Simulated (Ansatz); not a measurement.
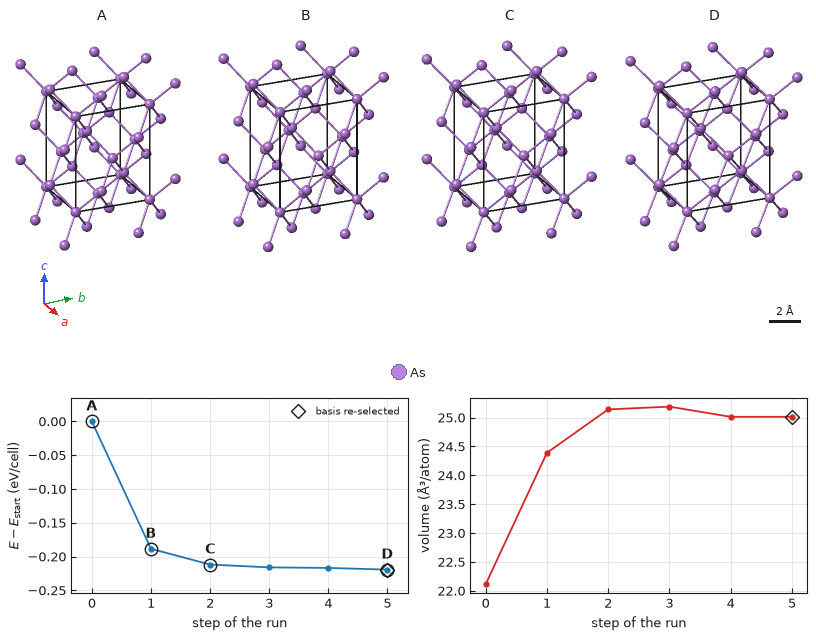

Frames of a relaxation of solid As (a generated structure, set up in Fddd) (coarse preliminary run), marked on the history of the run. The picture is a ball-and-stick view of the conventional cell (4 times the calculation's cell), seen from a free direction. Lengths and directions refer to the drawn axes.

These are results of DFT PBE, scalar-relativistic, plane waves, PAW (Ansatz), not measurements. (plane-wave cutoff 420 eV; k-point mesh 6 × 6 × 6; occupations gaussian; smearing width 0.1 eV; no spin polarisation; cell and atoms relaxed; force threshold 0.04 eV/Å; at most 70 steps)

Question: What happens along the run?

Answer: After 4 accepted moves (5 points after the start) the energy has fallen by 0.219 eV per cell of the calculation. All forces vanish by symmetry, so only the cell relaxes. Pressure: 10.16 GPa at the start and 0.12 GPa at the end. At 1 point the geometry stayed and the basis and grid were re-selected for the new cell (energy shift of 2.5 meV per cell of the calculation at most each time). No atom moves by more than 0.005 Å relative to the cell. Cell: a 4.811 → 4.738 Å (−1.5 %), b 5.366 → 5.979 Å (+11.4 %), c 6.852 → 7.064 Å (+3.1 %). Volume +13.1 %. Some distances before and after: As–As 2.486 → 2.599 Å. Among the angles between lasting bonds that change: As–As–As 114.7° → 109.8°, As–As–As 122.1° → 125.8°. The space group stays Fddd (No. 70). The run took 12 s on 1 thread of Arm Neoverse V2, on a shared host, peak memory 0.34 GiB. From step 0 to 1: volume +10.3 %, energy −0.188 eV per cell of the calculation. From step 1 to 2: volume +3.1 %, energy −23.3 meV per cell of the calculation. From step 2 to 5: volume −0.5 %, energy −7.5 meV per cell of the calculation.

| step | E − E(0), meV/atom | pressure, GPa | volume, Å³/atom | note |
| --- | --- | --- | --- | --- |
| 0 | 0.00 | 10.16 | 22.111 |  |
| 1 | -94.21 | 1.55 | 24.390 |  |
| 2 | -105.87 | -0.13 | 25.142 |  |
| 3 | -107.95 | -0.42 | 25.190 |  |
| 4 | -108.36 | 0.04 | 25.014 |  |
| 5 | -109.61 | 0.12 | 25.014 | same geometry, new basis |
